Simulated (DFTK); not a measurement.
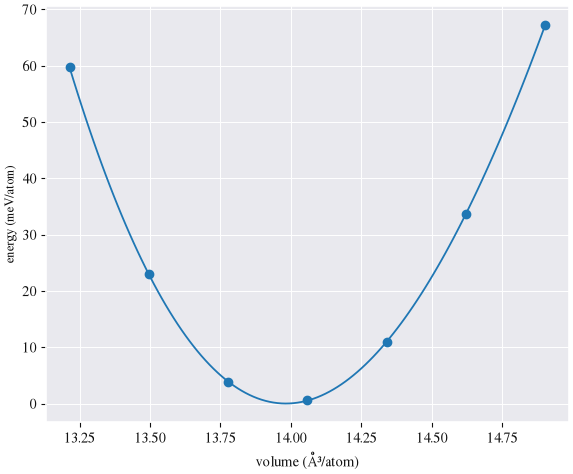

Plotted: energy against volume.

Computed with DFTK 0.8.2: plane-wave DFT, no spin polarisation; energies at scaled volumes of the given cell, shape and fractions fixed, counted from the fit's minimum, third-order Birch-Murnaghan fit. Level: LDA.

For which of these solids was it computed?
A. HfC, Fm-3m (No. 225)
B. Ir, Fm-3m (No. 225)
C. GaAs, F-43m (No. 216)

Answer. B, Ir: energy from 0.57 meV/atom to 67.13 meV/atom, V0 13.98 Å³/atom, B0 405 GPa. The others give: GaAs, energy from 0.17 meV/atom to 32.48 meV/atom, V0 22 Å³/atom, B0 73.9 GPa; HfC, energy from 0 meV/atom to 122 meV/atom, V0 11.87 Å³/atom, B0 267 GPa.

For Ir, limits of the calculation: coarse k mesh.
